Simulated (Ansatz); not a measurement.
## Hf3O5 (charge +1): single-point calculation (part 1 of 2)

Hf3O5 (defect cell, 24 atoms in the cell, total charge +1), computed with DFT, PBEsol, plane waves, PAW, spin-polarised (Ansatz 0.2.0).

The structure derives from a Materials Project entry. Some settings of this run were made unusual or wrong on purpose. Figures and captions count atoms from 1; the log counts them from 0 in places.

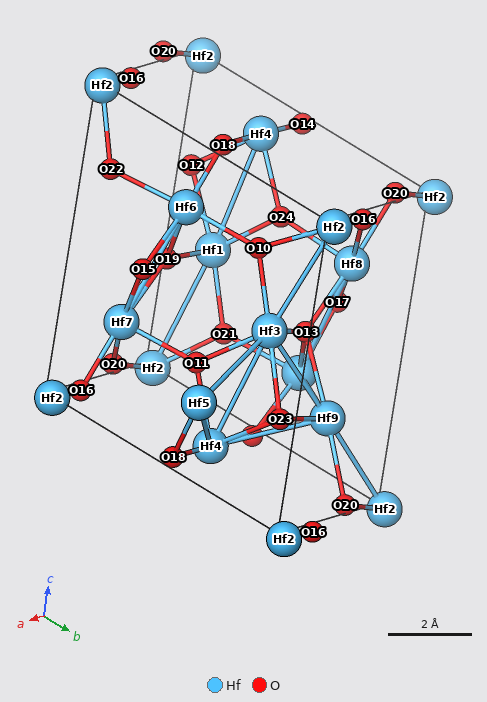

Fig. 1: The input geometry (ball-and-stick view of the cell of the calculation, seen slightly off an axis; atoms are numbered from 1 in the order of the input). An atom can appear more than once, as a periodic image.

### Input
```yaml
crystal:
  lattice:
    - [-4.8301248088, -4.8301248088, 0.0]
    - [-4.8301248088, 4.8301248088, 0.0]
    - [4.8301248088, 0.0, -6.4194329124]
  atoms:
    - { symbol: Hf, position: [0.2475293667, 0.2838347635, 0.5110309391], spin: 0.25 }
    - { symbol: Hf, position: [-0.0121632949, 0.0242331832, -0.0083573918], spin: 0.25 }
    - { symbol: Hf, position: [0.7335631849, 0.7400823956, 0.5052124484] }
    - { symbol: Hf, position: [0.4796634098, 0.4861725031, -0.0025344455] }
    - { symbol: Hf, position: [0.0387008331, 0.6226680779, 0.2513313615], spin: 0.25 }
    - { symbol: Hf, position: [0.8654979762, 0.3838105169, 0.7527575296] }
    - { symbol: Hf, position: [0.6693694341, 0.1289136973, 0.2513290252] }
    - { symbol: Hf, position: [0.3641033043, 0.8823111383, 0.7498875153] }
    - { symbol: Hf, position: [0.3496190552, 0.8787851266, 0.2512958728], spin: 0.25 }
    - { symbol: O, position: [0.8462834862, 0.6864924033, 0.7574282136] }
    - { symbol: O, position: [0.6152423014, 0.4276712324, 0.2513400989] }
    - { symbol: O, position: [0.34018606, 0.1803665502, 0.7452430722] }
    - { symbol: O, position: [0.4110381932, 0.7606425108, 0.4812391698] }
    - { symbol: O, position: [0.1811198512, 0.5307101083, 0.0214013901] }
    - { symbol: O, position: [0.9553551526, 0.2860893458, 0.5186689141] }
    - { symbol: O, position: [0.6880167817, 0.0187336279, -0.016012143] }
    - { symbol: O, position: [0.0450958556, 0.7294207923, 0.5277042433] }
    - { symbol: O, position: [0.7687272956, 0.4530307925, -0.0250426425] }
    - { symbol: O, position: [0.5438468759, 0.219314985, 0.4830746426] }
    - { symbol: O, position: [0.3120828621, -0.0124217499, 0.0195543465] }
    - { symbol: O, position: [0.1147890956, 0.3288931113, 0.2513443583] }
    - { symbol: O, position: [0.8804197299, 0.0685416235, 0.7336392237] }
    - { symbol: O, position: [0.6768482744, 0.8154385931, 0.2513215966] }
    - { symbol: O, position: [0.3981098462, 0.5861946826, 0.769010589] }
  host:
    lattice:
      - [4.8301248088, 0.0, 0.0]
      - [0.0, 4.8301248088, 0.0]
      - [0.0, 0.0, 3.2097164562]
    atoms:
      - { symbol: Hf, position: [0.0, 0.0, 0.0] }
      - { symbol: Hf, position: [0.5, 0.5, 0.5] }
      - { symbol: O, position: [0.1949699035, 0.8050300965, 0.5] }
      - { symbol: O, position: [0.3050300965, 0.3050300965, 0.0] }
      - { symbol: O, position: [0.6949699035, 0.6949699035, 0.0] }
      - { symbol: O, position: [0.8050300965, 0.1949699035, 0.5] }
total_charge: 1
basis:
  ecutwfc: 420
  xc_grid: 2
kpoints:
  mp_grid: { grid: [2, 2, 2], shift: [0.0, 0.0, 0.0] }
hamiltonian:
  xc: pbesol
scf:
  occupations: { method: gaussian, width: 2.0 }
  max_iter: 75
output:
  forces: true
  eigenvalues: true
magnetization:
  spin_polarized: true
```

Run on 4 threads of AMD EPYC (Zen 3), 32 GiB of memory available, shared host.

Run as:
```bash
ansatz run input.yaml --threads 4 --pin off --max-ram 10240MiB --backend cpu --events-out ev --progress --plain --runs-dir out
```

### The program's output
```
band count auto-derived: 232 (N_el = 323.0; filled up to band 162; 195 by the electrons, moments and atoms)
Engine: ansatz 0.2.0, x86_64-unknown-linux-gnu
Pseudopotentials: kind: paw
Pseudopotential: Hf, paw, valence charge 26, recommended cutoff 420 eV (normal), Hf.paw.azcp
Pseudopotential: O, paw, valence charge 6, recommended cutoff 420 eV (normal), O.paw.azcp
Functional definition: PBEsol
  exchange = pbesol_x
  correlation = pbesol_c
Crystal: 24 atoms, lattice volume = 299.532 Å³
Basis set: ecut = 420 eV, 5841 PW (Γ), exchange–correlation on 96×96×108 points (8 copies of the dense FFT grid, shifted against one another)
Bands: 232, of which v1, the nominal top of the filled ones, is band 162 counted from 1 (161 counted from 0)
Symmetry: 1 space group operations
Space group: P1 (ITA 1), of the structure as read, at distance tolerance 6.7e-5 Å
Magnetic group: BNS 1.1 (UNI 1), of the structure as read, at distance tolerance 6.7e-5 Å
k-points: 8
Non-local potential: Hf, projectors of the file, l = 0: 3, l = 1: 2, l = 2: 2, l = 3: 3
Non-local potential: O, projectors of the file, l = 0: 2, l = 1: 2, l = 2: 1
PAW form: soft (Blöchl's): semilocal exchange-correlation on the pseudo side does not see the compensation charge
PAW frozen core: Hf, regenerated for the run's functional, and the local potential with it (the file was generated under x = pbe(κ = 0.804, μ = 0.2195149727645171), c = pbe(β = 0.06672455060314922))
PAW frozen core: O, regenerated for the run's functional, and the local potential with it (the file was generated under x = pbe(κ = 0.804, μ = 0.2195149727645171), c = pbe(β = 0.06672455060314922))
PAW one-centre angular grid: Hf, 590 points (default); XC on 64 Gauss nodes
PAW one-centre angular grid: O, 110 points (default); XC on 64 Gauss nodes
Initial density: superposition of atomic densities (chi_scale 0.1, normalization cell, long waves kept (reshape's long-wave potential 0.26 eV rms))
Starting moments: Σ|m| = 1 μB on 4 of 24 sites
Initial wavefunctions: pseudopotential atomic-orbital guess
Functional: x = pbesol(κ = 0.804, μ = 0.12345679012345678), c = pbesol(β = 0.046)
SCF iter   1: F=—  HF=-148866.937499 eV  |F-HF|=—  |Δ(HF+E_count)|=         —  Δρ=6.19e-2 (↑6.00e-2 ↓6.19e-2)  dr2=7.62e1  dr2_m=2.35e-2  M=0.088 μB ∫|m|=0.150 μB  β_m=0.30  ethr=3.10e-3  ⟨swp⟩=4.9  Hψ=11954  notcnv=0
Mixer restart at iter 1: flushing history
preconditioner: auto → Kerker (q_TF=auto, 2.763 Å⁻¹)  [metal: Δε(μ)=0.830 eV  Ē_g=22.616 eV  σ=2.000 eV  W_gap=0.23  n_scr=104 (ndim 8)  ℏωp=37.5 eV  f_vac=0.011  D(μ)=5.66/eV (n_scr^D=34)]
spin=Collinear: Kerker preconditioning applied to the charge; magnetization (m = ρ↑ − ρ↓) channel mixes plain (no charge-response kernel on spin).
SCF iter   2: F=—  HF=-148860.449488 eV  |F-HF|=—  |Δ(HF+E_count)|=    6.49e0  Δρ=3.66e-2 (↑3.49e-2 ↓3.66e-2)  dr2=3.61e1  dr2_m=1.22e-2  M=0.067 μB ∫|m|=0.124 μB  β_m=0.48  ethr=3.10e-3  ⟨swp⟩=2.0  Hψ=6064  notcnv=0
SCF iter   3: F=—  HF=-148854.301175 eV  |F-HF|=—  |Δ(HF+E_count)|=    6.15e0  Δρ=1.64e-2 (↑1.57e-2 ↓1.64e-2)  dr2=1.10e1  dr2_m=1.21e-3  M=0.032 μB ∫|m|=0.063 μB  β_m=0.56  ethr=3.10e-3  ⟨swp⟩=2.0  Hψ=4332  notcnv=0
SCF iter   4: F=—  HF=-148851.620933 eV  |F-HF|=—  |Δ(HF+E_count)|=    2.68e0  Δρ=7.27e-3 (↑7.27e-3 ↓7.21e-3)  dr2=1.08e0  dr2_m=1.88e-4  M=0.001 μB ∫|m|=0.014 μB  β_m=0.67  ethr=3.10e-3  ⟨swp⟩=2.7  Hψ=6814  notcnv=0  defer=43
SCF iter   5: F=—  HF=-148852.024166 eV  |F-HF|=—  |Δ(HF+E_count)|=   4.03e-1  Δρ=3.93e-3 (↑3.91e-3 ↓3.93e-3)  dr2=3.56e-1  dr2_m=2.42e-5  M=-0.000 μB ∫|m|=0.004 μB  β_m=0.75  ethr=3.33e-4  ⟨swp⟩=2.0  Hψ=5968  notcnv=0  defer=72
SCF iter   6: F=—  HF=-148852.016983 eV  |F-HF|=—  |Δ(HF+E_count)|=   7.18e-3  Δρ=1.92e-3 (↑1.92e-3 ↓1.92e-3)  dr2=1.08e-1  dr2_m=7.61e-6  M=0.001 μB ∫|m|=0.002 μB  β_m=0.85  ethr=1.10e-4  ⟨swp⟩=2.0  Hψ=6177  notcnv=0  defer=70
SCF iter   7: F=—  HF=-148852.012183 eV  |F-HF|=—  |Δ(HF+E_count)|=   4.80e-3  Δρ=1.90e-3 (↑1.90e-3 ↓1.90e-3)  dr2=4.75e-2  dr2_m=1.43e-7  M=-0.000 μB ∫|m|=0.000 μB  β_m=0.74  ethr=3.35e-5  ⟨swp⟩=2.0  Hψ=6256  notcnv=0  defer=66
SCF iter   8: F=—  HF=-148852.007660 eV  |F-HF|=—  |Δ(HF+E_count)|=   4.52e-3  Δρ=5.78e-4 (↑5.78e-4 ↓5.71e-4)  dr2=9.83e-3  dr2_m=1.26e-6  M=-0.001 μB ∫|m|=0.001 μB  β_m=0.87  ethr=1.47e-5  ⟨swp⟩=2.0  Hψ=5978  notcnv=0  defer=70
SCF iter   9: F=—  HF=-148852.009737 eV  |F-HF|=—  |Δ(HF+E_count)|=   2.08e-3  Δρ=4.66e-4 (↑4.66e-4 ↓4.65e-4)  dr2=4.76e-3  dr2_m=7.53e-8  M=-0.000 μB ∫|m|=0.001 μB  β_m=0.73  ethr=3.04e-6  ⟨swp⟩=2.0  Hψ=6270  notcnv=0  defer=75
SCF iter  10: F=—  HF=-148852.008508 eV  |F-HF|=—  |Δ(HF+E_count)|=   1.23e-3  Δρ=2.57e-4 (↑2.57e-4 ↓2.57e-4)  dr2=1.38e-3  dr2_m=6.50e-8  M=-0.000 μB ∫|m|=0.001 μB  β_m=0.73  ethr=1.47e-6  ⟨swp⟩=2.0  Hψ=6176  notcnv=0  defer=75
SCF iter  11: F=—  HF=-148852.008347 eV  |F-HF|=—  |Δ(HF+E_count)|=   1.61e-4  Δρ=1.18e-4 (↑1.18e-4 ↓1.17e-4)  dr2=3.90e-4  dr2_m=1.06e-8  M=-0.000 μB ∫|m|=0.000 μB  β_m=0.81  ethr=4.28e-7  ⟨swp⟩=2.0  Hψ=5209  notcnv=0  defer=75
SCF iter  12: F=—  HF=-148852.008392 eV  |F-HF|=—  |Δ(HF+E_count)|=   4.48e-5  Δρ=8.65e-5 (↑8.63e-5 ↓8.65e-5)  dr2=1.75e-4  dr2_m=5.98e-10  M=-0.000 μB ∫|m|=0.000 μB  β_m=0.79  ethr=1.21e-7  ⟨swp⟩=2.0  Hψ=6169  notcnv=0  defer=75
SCF iter  13: F=—  HF=-148852.008378 eV  |F-HF|=—  |Δ(HF+E_count)|=   1.34e-5  Δρ=3.51e-5 (↑3.51e-5 ↓3.50e-5)  dr2=5.09e-5  dr2_m=2.65e-10  M=-0.000 μB ∫|m|=0.000 μB  β_m=0.78  ethr=5.43e-8  ⟨swp⟩=2.0  Hψ=5778  notcnv=0  defer=74
SCF iter  14: F=—  HF=-148852.008376 eV  |F-HF|=—  |Δ(HF+E_count)|=   1.96e-6  Δρ=2.00e-5 (↑1.99e-5 ↓2.00e-5)  dr2=1.77e-5  dr2_m=2.08e-10  M=0.000 μB ∫|m|=0.000 μB  β_m=0.76  ethr=1.58e-8  ⟨swp⟩=2.2  Hψ=5515  notcnv=0  defer=74
SCF iter  15: F=—  HF=-148852.008374 eV  |F-HF|=—  |Δ(HF+E_count)|=   2.26e-6  Δρ=1.69e-5 (↑1.69e-5 ↓1.69e-5)  dr2=8.61e-6  dr2_m=5.31e-11  M=0.000 μB ∫|m|=0.000 μB  β_m=0.85  ethr=5.49e-9  ⟨swp⟩=2.0  Hψ=6109  notcnv=0  defer=74
SCF iter  16: F=—  HF=-148852.008374 eV  |F-HF|=—  |Δ(HF+E_count)|=   2.20e-7  Δρ=1.27e-5 (↑1.27e-5 ↓1.27e-5)  dr2=3.25e-6  dr2_m=5.81e-12  M=0.000 μB ∫|m|=0.000 μB  β_m=0.73  ethr=2.67e-9  ⟨swp⟩=2.0  Hψ=5488  notcnv=0  defer=74
SCF iter  17: F=—  HF=-148852.008373 eV  |F-HF|=—  |Δ(HF+E_count)|=   6.45e-7  Δρ=6.57e-6 (↑6.57e-6 ↓6.56e-6)  dr2=1.11e-6  dr2_m=6.13e-12  M=0.000 μB ∫|m|=0.000 μB  β_m=0.73  ethr=1.01e-9  ⟨swp⟩=2.0  Hψ=5684  notcnv=0  defer=74
SCF iter  18: F=—  HF=-148852.008373 eV  |F-HF|=—  |Δ(HF+E_count)|=  4.07e-10  Δρ=2.96e-6 (↑2.96e-6 ↓2.96e-6)  dr2=2.11e-7  dr2_m=2.19e-13  M=0.000 μB ∫|m|=0.000 μB  β_m=0.68  ethr=3.43e-10  ⟨swp⟩=2.0  Hψ=5462  notcnv=0  defer=74
SCF iter  19: F=-148852.008373 eV  HF=-148852.008373 eV  |F-HF|=7.37e-8  |Δ(HF+E_count)|=   8.44e-9  Δρ=1.72e-6 (↑1.72e-6 ↓1.72e-6)  dr2=8.25e-8  dr2_m=2.31e-13  M=-0.000 μB ∫|m|=0.000 μB  ethr=3.10e-11  ⟨swp⟩=9.9  Hψ=16556  notcnv=0
SCF 1 converged in 19 iterations: F = -148852.008373 eV  dr2 = 8.25e-8
  greatest PAW one-centre occupation: 0.999 electrons in one spin orbital (limit 2), on the Hf atom at site 5 (counted from 0), in its partial waves of l = 3
```

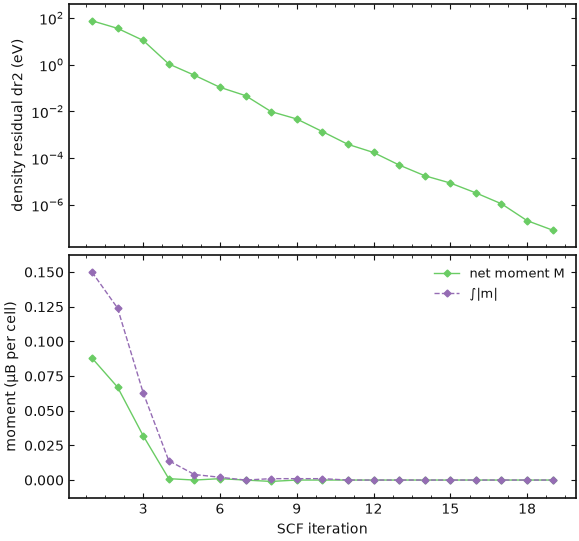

Fig. 2: Convergence of the self-consistent field: density residual dr2 and magnetic moment against the SCF iteration. The residual falls at every step. The net moment stays at 0.0 μB per cell, and ∫|m| falls to zero.

```
WARN: the starting moments were not kept: the SCF closed with an absolute magnetisation of 7.2e-7 μB, where they sum to 1 μB in size (4 sites). That is at most 0.1 of that sum. Measured as dr2_m measures the in/out step, that magnetisation stands 1.2e-14 eV from none, at or under the dr2_threshold of 1.0e-7 eV: it is no larger than a step whose dr2_m would equal this threshold. The system may hold no moment; this SCF shows only that its start led to no more than that. To try another start: raise the starting moments (crystal.atoms[].spin, magnetization.per_species, magnetization.initial_magnetization, or on a non-collinear deck that types none of these the spinor_matrix: blocks that start its atoms; where the total moment is fixed, keep their sum and leave initial_magnetization as it is; typed ones take the place of any that the run laid by itself, positive ones on a crystal's lanthanoids without a Hubbard term where scf.initial_density.shell_occupations: [] is typed) or, if the notice of its spin-set hold's release reads "site moments contracting" or "site moments show no strong build", lengthen the hold (scf.mixing.spin_hold: { on: { confirm: 4 } }; for m-r²SCAN on two components see the key's manual first). Each may lead to a state that holds a moment. A second SCF, from the converged charge density, with the starting moments and any scf.initial_density.shell_occupations laid on it anew, would have followed, and was not run: the deck does not ask for one (magnetization.retry_lost_moments is false, the default). To let it run, set magnetization.retry_lost_moments: true and run the deck again, where that key's refused combinations let it; where memory then withholds it, that run's warning says so.
SCF converged after 19 iterations
Magnetization: -0.0000 μB (161.5000 up, 161.5000 down)
Absolute magnetization: 0.0000 μB (∫|ρ↑−ρ↓|, with the PAW one-centre terms)
Spin contamination: 0.0000 ħ² per cell (⟨S²⟩ above its minimum at these occupations)
Per-site moments (μB) at R_I (Å): [(-2.1844856064357972e-8, 0.83428179220451), (-2.219109668517444e-8, 0.8342826884912474), (1.5814959768343554e-9, 0.8389594934118094), (-5.469066994194136e-10, 0.8389655558778519), (-2.5031487504482656e-8, 0.8254307274507726), (2.4792029752440993e-9, 0.8385671441124715), (-2.338102872855088e-9, 0.8305032740493232), (2.1600552924582493e-9, 0.8385933296492611), (-3.398809544782775e-8, 0.9082207172478124), (3.015582282193734e-9, 0.8389594934118094), (-1.3037465812107391e-9, 0.8517932384501472), (2.8809923485533975e-9, 0.8389655558778519), (4.378290569970108e-9, 0.8764658384018319), (5.700822971922085e-9, 0.8765144319102901), (9.872394435187915e-9, 0.8305032740493232), (9.983211948730354e-9, 0.8305058913437507), (1.1246568696216606e-8, 0.8254307274507726), (1.0972056768888456e-8, 0.8254321797024747), (4.393498626390372e-9, 0.8889353186577831), (2.437710941319626e-9, 0.8889418656967528), (2.336256472515462e-8, 0.8459361580463439), (5.346802810818753e-9, 0.8419810740567143), (1.2236522048396267e-8, 0.8835251232047977), (5.264481468234213e-9, 0.8420292951741171)]
Free energy (F): -148852.008373 eV
Harris-Foulkes:  -148852.008373 eV  (|F-HF|=7.37e-8)
Internal energy: -148844.101693 eV  (E = F + TS)
E sigma→0 (E₀):  -148848.055033 eV
Entropy (-TS):   -7.906680 eV (-329.445 meV/atom)
Fermi energy:    16.431423 eV
--- Per-component energies (eV) ---
  E_band       = -116.213097
  E_kinetic    = 6426.665795
  E_local      = -55847.754993  (includes V_loc(G=0)·N_el)
  E_nonlocal   = -10412.313029
  E_hartree    = 25627.295379
  E_xc         = -3763.633031
  E_vxc        = -3785.757280  (∫ρ·V_xc dr)
  E_paw        = -63550.736162  (= ΣΔE_a)
  E_vpaw       = 12248.325743  (= ΣTr[D̂ρ^β])
  E_aug_tail   = 0.037051  (compensation charges beyond the density's cutoff)
  E_ewald      = -47335.451847
  E_core_change = 11.789143  (= ΣΔE_core)
  E_smearing   = -7.906680  (= −TS)
  E_closure    = -0.000000  (closes the sum)
  E_deformation_potential = 23.278665  (in the stress; not in F)
  Σ components = -148852.008373   (vs F -148852.008373, Δ=0.00e0)
--- Forces (eV/Å), atoms counted from 1 ---
  atom   1  Hf    -0.11803336     0.27470340    -0.78748284
  atom   2  Hf    -0.11730235     0.27275517     0.78846301
  atom   3  Hf     0.18552852    -0.49345233    -0.54825286
  atom   4  Hf     0.18370662    -0.49546825     0.54979430
  atom   5  Hf     0.90355528    -0.69212911    -0.00024215
  atom   6  Hf     0.00402964    -0.03203905     0.15245939
  atom   7  Hf    -1.24342877     0.42798921    -0.00021254
  atom   8  Hf     0.00340637    -0.02977448    -0.15184546
  atom   9  Hf    -0.20190593    -0.38307267    -0.00042818
  atom  10  O     -0.00025274     0.03795513    -0.12501103
  atom  11  O      0.11105085    -0.21129673    -0.00014179
  atom  12  O      0.00026560     0.03709816     0.12466891
  atom  13  O     -0.33894101     0.29317224     0.48929043
  atom  14  O     -0.33801099     0.29382214    -0.48858268
  atom  15  O      0.04615835    -0.05138839     0.12057574
  atom  16  O      0.04546428    -0.05153782    -0.12122726
  atom  17  O      0.01753280     0.12840237     0.24430237
  atom  18  O      0.01865790     0.12946018    -0.24470677
  atom  19  O      0.32954497    -0.21757892     0.40415711
  atom  20  O      0.32976073    -0.21796550    -0.40467601
  atom  21  O     -0.16760980     0.37081262    -0.00112218
  atom  22  O      0.00776042     0.03390044    -0.25364868
  atom  23  O      0.33052990     0.54288252     0.00011584
  atom  24  O      0.00863971     0.03287718     0.25375376
  max |Σ_I F_I| component: 1.28e-4 eV/Å
--- Band table (eV; the first three rows and the last of 16) ---
```
